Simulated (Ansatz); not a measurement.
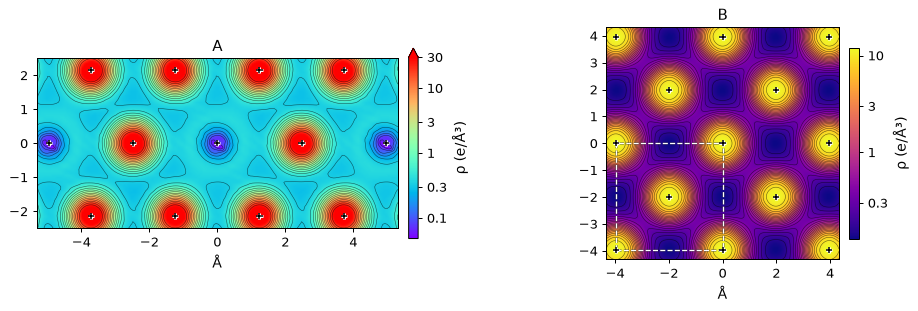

The valence pseudo-density of 2 systems, each on a plane through atoms (crosses mark nuclei in the plane).

Computed with DFT PBE, scalar-relativistic, plane waves, PAW (Ansatz).

System 1: Pt, the (001) plane of the conventional cell. Space group Fm-3m.

```xyz
4
Lattice="3.9701 0.0000 0.0000 0.0000 3.9701 0.0000 0.0000 0.0000 3.9701" Properties=species:S:1:pos:R:3 pbc="T T T"
Pt    0.0000    0.0000    0.0000
Pt    1.9851    1.9851    0.0000
Pt    1.9851    0.0000    1.9851
Pt    0.0000    1.9851    1.9851
```

System 2: SiNi3 (interface cell), the (001) plane of the calculation cell. Computed without spin polarisation.

Q: Match each panel to its system.

A: Panel A is system 2, SiNi3: the plane holds Ni and Si. Ni–Ni (2.48 Å): ρ at the midpoint is about 0.34 e/Å³. Panel B is system 1, Pt: the plane holds Pt. Pt–Pt (2.81 Å): the density is about 0.35 e/Å³ at the midpoint.
